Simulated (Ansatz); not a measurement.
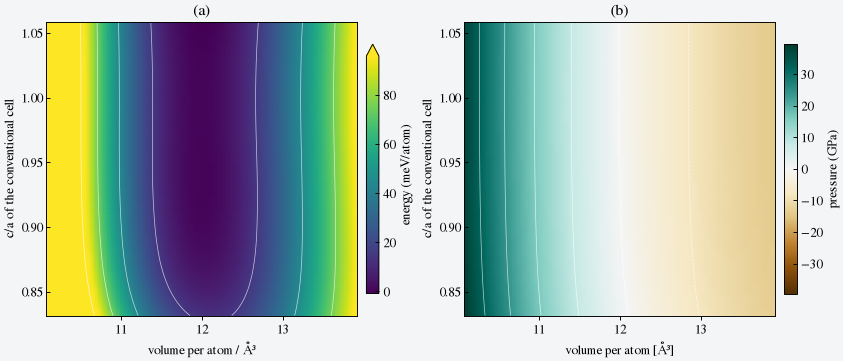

Cu (I4/mmm, No. 139; 1 atom in the cell). 
- The energy is mapped over volume and the cell's shape.
- First axis: volume per atom. Second axis: c/a of the conventional cell.
- Nothing is relaxed (symmetry fixes all fractional coordinates).
- The scan uses a 7 × 7 grid.
- Points are written as (first, second).
- Energies are in meV/atom, from the relaxed crystal.
- Method: DFT PBE, scalar-relativistic, plane waves, PAW (Ansatz 0.2.0). Settings: cutoff 520 eV, k-mesh 24×24×24, gaussian smearing 0.15 eV, no spin polarisation.

Panel (a) is the energy; panel (b) is the computed pressure, in GPa.

In the figure: a smooth colour map with a few white contour lines, one colour for all values above the top of the scale. Between grid points the surface is interpolated.

How does the pressure vary over the map, and what is it at the lowest grid point?

It runs from −14.1 GPa at (13.92 Å³, 1.017) to 39.5 GPa at (10.08 Å³, 0.832). At the lowest grid point, (12.00 Å³, 1.058), it is 0.0 GPa. That point lies on the edge of the scan.

PAW datasets: the set soft_1.
